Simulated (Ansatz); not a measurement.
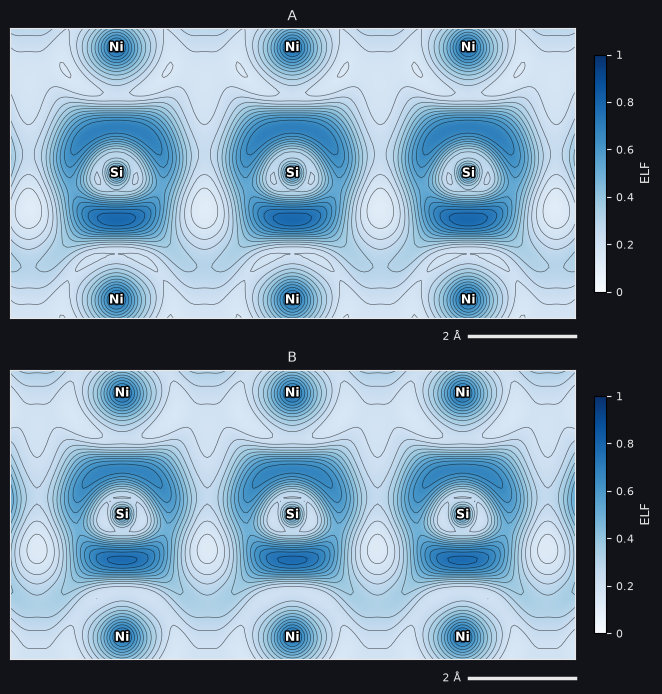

SiNi. The electron localisation function of two cells that differ in size, on the (100) plane of each (indices in the axes of the calculation cell), at one length scale and on one colour scale: A has 12.3 Å³ an atom and B 11.2.

Space group Pmmn; the program warned that a starting moment wasn't kept; spin-polarised, but the moments vanished.

The calculation used DFT, LDA, PAW with Ansatz's default frozen-core files, scalar-relativistic in Ansatz 0.2.0.

What does the compression do to the bonding and the properties?

Answer. From the larger cell to the smaller, Si–Ni goes from 2.39 to 2.33 Å, and the density at its midpoint from 0.39 to 0.49 e/Å³, the ELF there from 0.45 to 0.50; the pressure goes from −18 to −2.4 GPa.
